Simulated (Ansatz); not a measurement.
System: a (211) slab cut from GaSb (F-43m), unrelaxed, ended by GaSb planes, 18 atoms in the cell.

```yaml
crystal:
  lattice:
    - [4.32129, 0.00000, 0.00000]
    - [0.00000, 10.58496, 0.00000]
    - [0.00000, 0.00000, 24.97959]
  atoms:
    - { symbol: Ga, position: [0.50000, 0.66667, 0.30025] }
    - { symbol: Sb, position: [0.50000, 0.41667, 0.30025] }
    - { symbol: Ga, position: [0.00000, 0.33333, 0.35018] }
    - { symbol: Sb, position: [0.00000, 0.08333, 0.35018] }
    - { symbol: Ga, position: [0.50000, 0.00000, 0.40012] }
    - { symbol: Sb, position: [0.50000, 0.75000, 0.40012] }
    - { symbol: Ga, position: [0.00000, 0.66667, 0.45006] }
    - { symbol: Sb, position: [0.00000, 0.41667, 0.45006] }
    - { symbol: Ga, position: [0.50000, 0.33333, 0.50000] }
    - { symbol: Sb, position: [0.50000, 0.08333, 0.50000] }
    - { symbol: Ga, position: [0.00000, 0.00000, 0.54994] }
    - { symbol: Sb, position: [0.00000, 0.75000, 0.54994] }
    - { symbol: Ga, position: [0.50000, 0.66667, 0.59988] }
    - { symbol: Sb, position: [0.50000, 0.41667, 0.59988] }
    - { symbol: Ga, position: [0.00000, 0.33333, 0.64982] }
    - { symbol: Sb, position: [0.00000, 0.08333, 0.64982] }
    - { symbol: Ga, position: [0.50000, 0.00000, 0.69975] }
    - { symbol: Sb, position: [0.50000, 0.75000, 0.69975] }
```

Computed with Ansatz 0.2.0: DFT PBEsol, scalar-relativistic, plane waves, PAW, no spin polarisation, 8×4×1 k mesh, 420 eV cutoff, Gaussian smearing of 0.1 eV.

What does the potential across the slab give for the work function?

The work function is 4.31 eV at the right face and 4.92 eV at the left. The vacuum level is 0.61 eV higher at the left than at the right, so the slab carries a dipole along its normal; the ramp in the vacuum, at or near the edge of the plot, is the dipole correction that keeps each side flat. The outermost atoms are 10.0 Å apart, which leaves 15.0 Å of vacuum in a cell 25.0 Å high.

The atoms aren't at rest in this cell (largest force 1.1 eV/Å), so the relaxed material can differ.

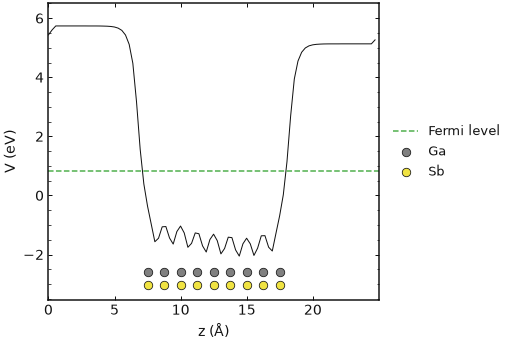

Plane-averaged electrostatic potential energy of an electron across the slab; circles at the bottom mark the heights of the atoms.
